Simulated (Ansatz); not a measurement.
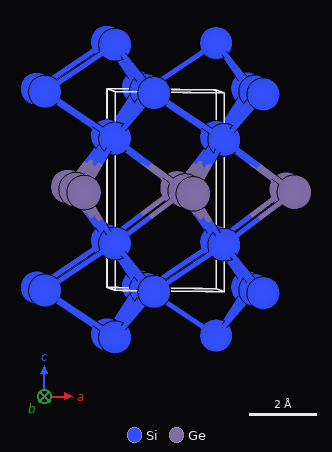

Starting structure of a crystal of Si3Ge (a generated structure, set up in P-6m2) (coarse preliminary run). The picture is a ball-and-stick view of the cell of the calculation, seen from a free direction.

Method: DFT PBE, scalar-relativistic, plane waves, PAW (Ansatz 0.2.0).

Input
```yaml
crystal:
  lattice:
    - [3.6475963127, 0.0, 0.0]
    - [-1.8237981563, 3.1589110695, 0.0]
    - [0.0, 0.0, 5.961271382]
  atoms:
    - { symbol: Si, position: [0.0, 0.0, 0.7640431209] }
    - { symbol: Si, position: [0.3333333333, 0.6666666667, 0.0] }
    - { symbol: Si, position: [0.0, 0.0, 0.2359568791] }
    - { symbol: Ge, position: [0.6666666667, 0.3333333333, 0.5] }
basis:
  ecutwfc: 420
kpoints:
  mp_grid: { grid: [6, 6, 4] }
hamiltonian:
  xc: pbe
scf:
  occupations: { method: gaussian, width: 0.1 }
  lower_state_search: "off"
output:
  forces: true
  stress: true
  eigenvalues: true
relax:
  adjacent_minimum: "off"
  f_tol: 0.04
  max_steps: 70
  cell: { stress_tol: 0.4 }
```

Command:
```bash
ansatz run input.yaml --threads 1 --pin off --max-ram 2048MiB --backend cpu --events-out ev --progress --plain --runs-dir out
```

Question: Where does the relaxation end?

Answer: The largest moves relative to the cell, 0.012 Å, are those of Si1 and Si3. Si1 goes along +c. Ge stays in place. Cell: a = b 3.648 → 3.633 Å (−0.4 %), c 5.961 → 6.037 Å (+1.3 %). Volume +0.4 %. Among the contacts that change: Si1–Ge4 2.629 → 2.642 Å. The space group stays P-6m2 (No. 187). Over 2 accepted moves (3 points after the start) the energy falls by 2.4 meV per atom. Largest force component: 0.13 eV/Å at the start, 0.034 eV/Å at the end. Pressure: 0.51 GPa at the start and −0.09 GPa at the end. The SCF was repeated once at an unchanged geometry on a basis and grid sized afresh for the cell, which shifted the energy by less than 0.05 meV per atom at most. Cost: 12 s on 1 thread of Arm Neoverse V1, on a shared host, peak memory 0.34 GiB.

Final geometry:

```xyz
4
Lattice="3.6326 0.0000 0.0000 -1.8163 3.1459 0.0000 0.0000 0.0000 6.0374" Properties=species:S:1:pos:R:3 pbc="T T T"
Si    0.0000    0.0000    4.6249
Si    0.0000    2.0973    0.0000
Si    0.0000    0.0000    1.4125
Ge    1.8163    1.0486    3.0187
```

After the run, drawn alike:

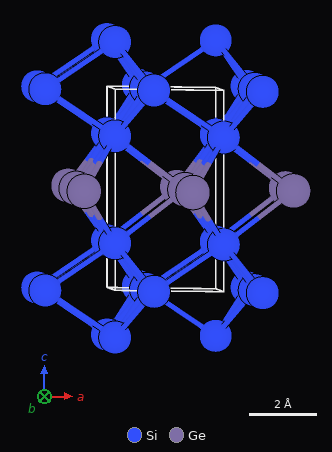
